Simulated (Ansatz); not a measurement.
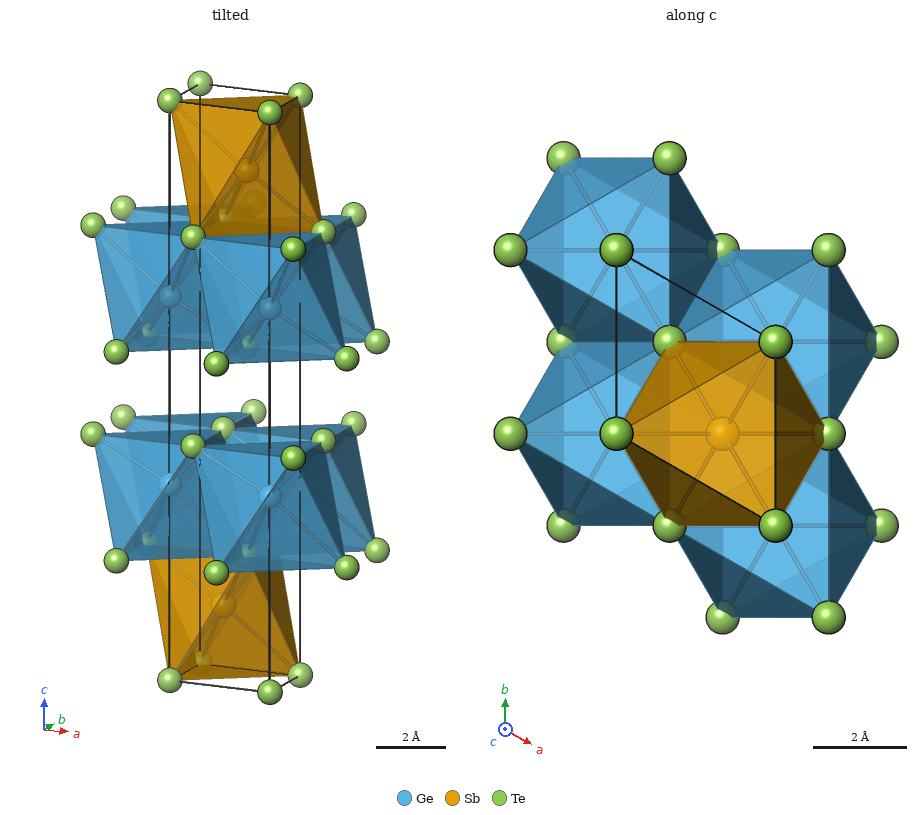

Drawn in the polyhedral manner and seen slightly off an axis and along the c axis. The edges of the conventional unit cell are marked. Some atoms of the next cells are drawn as well.

Ge2Sb2Te5, space group P-3m1 (No. 164), a = 3.99 Å, b = 3.99 Å, c = 17.11 Å, α = 90.00°, β = 90.00°, γ = 120.00°.

Level of theory and settings: DFT PBEsol, scalar-relativistic, plane waves, PAW in Ansatz 0.2.0, a plane-wave cutoff of 420 eV, a 12×12×4 mesh of k-points, Gaussian smearing of 0.15 eV, no spin polarisation.

Question: How large a gap does the method give, if there is one?

Answer: A metal: bands cross the Fermi level.

Question: How far is the cell from zero pressure?

Answer: The computed pressure is 7.0 GPa (compressed: it would expand).

The structure was taken from a structure listed in the Materials Project. The cell was then strained or its atoms displaced on purpose. It went into a calculation with Ansatz.

At this level of theory the run's own cell isn't at rest (compressed, at 7 GPa and forces up to 0.7 eV/Å), so its distances can differ from those at equilibrium, the more so the softer the solid.
